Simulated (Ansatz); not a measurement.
Cd$_{7}$Te$_{8}$ (cell charge −2, with a compensating background) (cell with a defect)

Input file:

```
crystal:
  lattice:
    - [0.0, 6.4893430479, -6.4893430479]
    - [6.4893430479, 6.4893430479, 0.0]
    - [6.4893430479, 0.0, -6.4893430479]
  atoms:
    - { symbol: Cd, position: [0.0, 0.5, 0.5] }
    - { symbol: Cd, position: [0.5, 0.0, 0.5] }
    - { symbol: Cd, position: [0.5, 0.5, 0.5] }
    - { symbol: Cd, position: [0.0, 0.0, 1.0] }
    - { symbol: Cd, position: [0.0, 0.5, 1.0] }
    - { symbol: Cd, position: [0.5, 0.0, 1.0] }
    - { symbol: Cd, position: [0.5, 0.5, 1.0] }
    - { symbol: Te, position: [0.125, 0.125, 0.125] }
    - { symbol: Te, position: [0.125, 0.625, 0.125] }
    - { symbol: Te, position: [0.625, 0.125, 0.125] }
    - { symbol: Te, position: [0.625, 0.625, 0.125] }
    - { symbol: Te, position: [0.125, 0.125, 0.625] }
    - { symbol: Te, position: [0.125, 0.625, 0.625] }
    - { symbol: Te, position: [0.625, 0.125, 0.625] }
    - { symbol: Te, position: [0.625, 0.625, 0.625] }
total_charge: -2
basis:
  ecutwfc: 420
kpoints:
  mp_grid: { grid: [4, 4, 4] }
hamiltonian:
  xc: pbesol
scf:
  occupations: { method: gaussian, width: 0.05 }
output:
  forces: true
  stress: true
  eigenvalues: true
  write_density: true
  write_potential: true
  elf: true
  volumetric_format: npy
relax:
  adjacent_minimum: "off"
  f_tol: 0.02
  max_steps: 50
```

Run with:

```sh
ansatz run input.yaml --threads 4 --pin off --max-ram 9216MiB --backend cpu --events-out ev --progress --plain --runs-dir out
```

The fields are those of the relaxed geometry.

Method: DFT PBEsol, scalar-relativistic, plane waves, PAW (Ansatz).

### What can the converged valence pseudo-density and electron localisation function tell about the bonding?

Cd–Te (2.80 Å): ρ at the midpoint is about 0.36 e/Å³; the ELF is about 0.50 at the midpoint.
Cd–Te (2.84 Å): ρ at the midpoint is about 0.34 e/Å³; the ELF is about 0.50 at the midpoint and 0.15 at its lowest between the atoms.
Cd–Te (2.91 Å): the density is about 0.3 e/Å³ at the midpoint; the ELF peaks at about 0.70 in the valence shell of Te, 1.2 Å from its nucleus, and drops to about 0.15 between the two atoms.

### Metal or insulator at this level of theory?

It is gapped, with a Kohn–Sham gap of 0.77 eV on the k-point mesh (the band edges may lie off the mesh, which would make the gap smaller).

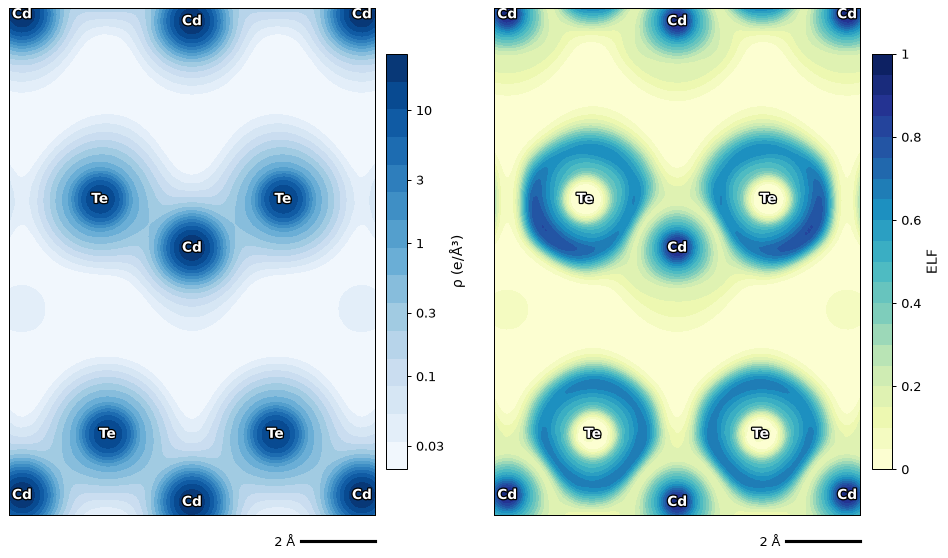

Computed valence pseudo-density and electron localisation function on the (11̄0) plane of the calculation cell, in this order. 

Core electrons are frozen (PAW), and the valence fields are smoothed inside the atomic spheres.
